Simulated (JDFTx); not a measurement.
# Run report: AlRu, single-point calculation at one volume of an equation of state

- system: AlRu (Pm-3m, 2 atoms in the cell)
- method: Kohn-Sham DFT of a periodic cell, PBE, PseudoDojo-SR-PBE-0.5-standard, no spin polarisation (JDFTx 1.7.0 (patched build))

The structure derives from an entry of the Crystallography Open Database. It belongs to a series of runs on one base structure; here: volume scaled by 1.0.

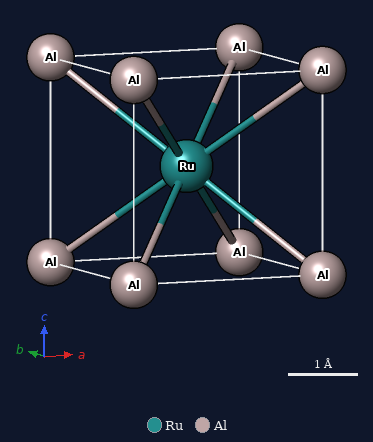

The structure as given in the input (ball-and-stick view of the cell of the calculation, seen slightly off an axis). Near neighbours in the crystal (not all of them lie inside the picture): Ru has 8 Al at 2.59 Å; Al has 8 Ru at 2.59 Å.

Input file
```
lattice \
    5.6533046744     0.0000000000     0.0000000000 \
    0.0000000000     5.6533046744     0.0000000000 \
    0.0000000000     0.0000000000     5.6533046744
coords-type Lattice
ion Ru     0.5000000000     0.5000000000     0.5000000000 1
ion Al     0.0000000000     0.0000000000     0.0000000000 1

ion-species pseudo/Ru.upf
ion-species pseudo/Al.upf
elec-cutoff 42 336
elec-ex-corr gga-PBE
kpoint-folding 9 9 9
elec-smearing Fermi 0.0018374661
elec-n-bands 15
electronic-SCF nIterations 100 energyDiffThreshold 1e-09
electronic-minimize nIterations 30 energyDiffThreshold 1e-7
forces-output-coords Cartesian

dump-name run.$VAR
dump End Ecomponents EigStats BandEigs Kpoints Forces Stress ElecDensity Dtot KEdensity
```

Run as:
```bash
jdftx -c 1 -i AlRu.in -o AlRu.out
```

Log
```
*************** JDFTx 1.7.0 (patched build) ***************

Input parsed successfully to the following command list (including defaults):
[... the input with its defaults ...]

---------- Setting up symmetries ----------

Found 48 point-group symmetries of the bravais lattice
Found 48 space-group symmetries with basis
Applied RMS atom displacement 0 bohrs to make symmetries exact.

---------- Initializing the Grid ----------
R =
[       5.6533            0            0  ]
[            0       5.6533            0  ]
[            0            0       5.6533  ]
unit cell volume = 180.679
G =
[    1.11142          0          0  ]
[          0    1.11142          0  ]
[          0          0    1.11142  ]
Minimum fftbox size, Smin = [  48  48  48  ]
Chosen fftbox size, S = [  48  48  48  ]

---------- Initializing tighter grid for wavefunction operations ----------
R =
[       5.6533            0            0  ]
[            0       5.6533            0  ]
[            0            0       5.6533  ]
unit cell volume = 180.679
G =
[    1.11142          0          0  ]
[          0    1.11142          0  ]
[          0          0    1.11142  ]
Minimum fftbox size, Smin = [  36  36  36  ]
Chosen fftbox size, S = [  36  36  36  ]

---------- Exchange Correlation functional ----------
Initalized PBE GGA exchange.
Initalized PBE GGA correlation.

---------- Setting up pseudopotentials ----------
Width of ionic core gaussian charges (only for fluid interactions / plotting) set to 0

Reading pseudopotential file 'pseudo/Ru.upf':
  'Ru' pseudopotential, 'PBE' functional
  Generated using ONCVPSP code by D. R. Hamann
  16 valence electrons, 4 orbitals, 6 projectors, 1001 radial grid points, with lMax = 2
    4S    l: 0   occupation:  2.0   eigenvalue: -2.806593
    4P    l: 1   occupation:  6.0   eigenvalue: -1.705763
    4D    l: 2   occupation:  7.0   eigenvalue: -0.191184
    5S    l: 0   occupation:  1.0   eigenvalue: -0.155807
  Core radius for overlap checks: 1.34 bohrs.

Reading pseudopotential file 'pseudo/Al.upf':
  'Al' pseudopotential, 'PBE' functional
  Generated using ONCVPSP code by D. R. Hamann
  3 valence electrons, 2 orbitals, 6 projectors, 1001 radial grid points, with lMax = 2
    3S    l: 0   occupation:  2.0   eigenvalue: -0.284914
    3P    l: 1   occupation:  1.0   eigenvalue: -0.099668
  Core radius for overlap checks: 1.74 bohrs.

Initialized 2 species with 2 total atoms.

Folded 1 k-points by 9x9x9 to 729 k-points.

---------- Setting up k-points, bands, fillings ----------
Reduced to 35 k-points under symmetry.
Computing the number of bands and number of electrons
Calculating initial fillings.
nElectrons:  19.000000   nBands: 15   nStates: 35

----- Setting up reduced wavefunction bases (one per k-point) -----
average nbasis = 2348.759 , ideal nbasis = 2348.957

---------- Setting up ewald sum ----------
Optimum gaussian width for ewald sums = 2.009282 bohr.
Real space sum over 1331 unit cells with max indices [  5  5  5  ]
Reciprocal space sum over 2197 terms with max indices [  6  6  6  ]

---------- Allocating electronic variables ----------
Initializing wave functions:  linear combination of atomic orbitals
Note: number of bands (15) exceeds available atomic orbitals (14)
Ru pseudo-atom occupations:   s ( 2 0 )  p ( 6 )  d ( 8 )
Al pseudo-atom occupations:   s ( 2 )  p ( 1 )
	FillingsUpdate:  mu: +0.459015208  nElectrons: 19.000000
LCAOMinimize: Iter:   0  F: -96.9389579689737104  |grad|_K:  1.784e-02  alpha:  1.000e+00
	FillingsUpdate:  mu: +0.667411198  nElectrons: 19.000000
LCAOMinimize: Iter:   1  F: -97.3060404646483050  |grad|_K:  2.534e-03  alpha:  3.725e-01  linmin:  2.600e-01  cgtest: -1.061e+00
LCAOMinimize: 	Bad step direction: g.d > 0.
[... 9 lines of inner loops ...]
LCAOMinimize: Iter:   5  F: -97.3142674666318328  |grad|_K:  1.030e-06  alpha:  3.367e-01  linmin: -3.727e-04  cgtest: -1.955e-03
	FillingsUpdate:  mu: +0.629754748  nElectrons: 19.000000
LCAOMinimize: Iter:   6  F: -97.3142674705398463  |grad|_K:  2.283e-08  alpha:  9.386e-01  linmin:  2.731e-02  cgtest: -2.146e-01
LCAOMinimize: Converged (|Delta F|<1.000000e-06 for 2 iters).

-------- Electronic minimization -----------
Will mix electronic density at each iteration.
	FillingsUpdate:  mu: +0.629754748  nElectrons: 19.000000
	FillingsUpdate:  mu: +0.616640726  nElectrons: 19.000000
SCF: Cycle:  0   F: -97.367951474173381   dF: -5.368e-02   |Residual|: 1.271e-01   |deigs|: 1.911e-01
	FillingsUpdate:  mu: +0.584504759  nElectrons: 19.000000
SCF: Cycle:  1   F: -97.392113926333664   dF: -2.416e-02   |Residual|: 4.399e-02   |deigs|: 3.543e-02
	FillingsUpdate:  mu: +0.592925527  nElectrons: 19.000000
SCF: Cycle:  2   F: -97.396336250751574   dF: -4.222e-03   |Residual|: 1.267e-02   |deigs|: 9.527e-03
	FillingsUpdate:  mu: +0.591858160  nElectrons: 19.000000
SCF: Cycle:  3   F: -97.396359173782045   dF: -2.292e-05   |Residual|: 1.945e-03   |deigs|: 1.340e-03
	FillingsUpdate:  mu: +0.592153385  nElectrons: 19.000000
SCF: Cycle:  4   F: -97.396364472843402   dF: -5.299e-06   |Residual|: 5.253e-04   |deigs|: 3.268e-04
	FillingsUpdate:  mu: +0.592162434  nElectrons: 19.000000
SCF: Cycle:  5   F: -97.396364562917114   dF: -9.007e-08   |Residual|: 1.224e-04   |deigs|: 1.581e-05
	FillingsUpdate:  mu: +0.592146730  nElectrons: 19.000000
SCF: Cycle:  6   F: -97.396364602642052   dF: -3.972e-08   |Residual|: 4.115e-05   |deigs|: 3.136e-05
	FillingsUpdate:  mu: +0.592139952  nElectrons: 19.000000
SCF: Cycle:  7   F: -97.396364612566529   dF: -9.924e-09   |Residual|: 1.446e-05   |deigs|: 1.252e-05
	FillingsUpdate:  mu: +0.592138601  nElectrons: 19.000000
SCF: Cycle:  8   F: -97.396364614799509   dF: -2.233e-09   |Residual|: 8.035e-06   |deigs|: 4.867e-06
	FillingsUpdate:  mu: +0.592137370  nElectrons: 19.000000
SCF: Cycle:  9   F: -97.396364615781877   dF: -9.824e-10   |Residual|: 2.367e-06   |deigs|: 4.012e-06
	FillingsUpdate:  mu: +0.592136969  nElectrons: 19.000000
SCF: Cycle: 10   F: -97.396364615975756   dF: -1.939e-10   |Residual|: 7.699e-07   |deigs|: 3.389e-06
SCF: Converged (|Delta E|<1.000000e-09 for 2 iters).

Setting wave functions to eigenvectors of Hamiltonian

# Stress tensor in Cartesian coordinates [Eh/a0^3]:
[ -8.41621e-05            0            0  ]
[            0 -8.41621e-05            0  ]
[            0            0 -8.41621e-05  ]

# Ionic positions in lattice coordinates:
ion Ru   0.500000000000000   0.500000000000000   0.500000000000000 1
ion Al   0.000000000000000   0.000000000000000   0.000000000000000 1

# Forces in Cartesian coordinates:
force Ru   0.000000000000000  -0.000000000000000   0.000000000000000 1
force Al  -0.000000000000000   0.000000000000000  -0.000000000000000 1

# Energy components:
   Eewald =      -73.3084216156292428
       EH =       22.7513458497287075
     Eloc =      -76.4934960950849216
      Enl =        8.1096754214520210
      Exc =      -18.2510809237994138
 Exc_core =        6.0498623678899550
       KE =       33.7463147497067197
-------------------------------------
     Etot =      -97.3958002457361829
       TS =        0.0005643702395740
-------------------------------------
        F =      -97.3963646159757559

IonicMinimize: Iter:   0  F: -97.396364615975756  |grad|_K:  2.950e-42
IonicMinimize: Converged (|grad|_K<1.000000e-04).

#--- Lowdin population analysis ---
# oxidation-state Ru +0.001
# oxidation-state Al +0.098

Dumping 'run.eigStats' ...
	eMin: -2.045276 at state 0 ( [ +0.000000 +0.000000 +0.000000 ] spin 0 )
	HOMO: +0.591577 at state 24 ( [ +0.111111 +0.444444 +0.444444 ] spin 0 )
	mu  : +0.592137
	LUMO: +0.592183 at state 18 ( [ +0.111111 +0.111111 +0.444444 ] spin 0 )
	eMax: +1.128294 at state 9 ( [ +0.000000 +0.222222 +0.222222 ] spin 0 )
	HOMO-LUMO gap: +0.000607
	Optical gap  : +0.005379 at state 5 ( [ +0.000000 +0.111111 +0.111111 ] spin 0 )
Done!
```

Key numbers

- outcome: converged
- space group (tolerance 0.01 Å): Pm-3m (221)
- electrons treated: 19
- free energy: −2650.2901 eV
- Fermi energy: 16.113 eV
- gap on the k-point mesh: none (metallic)
- pressure: 2.48 GPa
- largest force (length of the vector): under 0.001 eV/Å
- hardware: 1 thread of Arm Neoverse V1, 24 GiB of memory available, shared host
- wall time: 51 s
- peak memory: 0.11 GiB
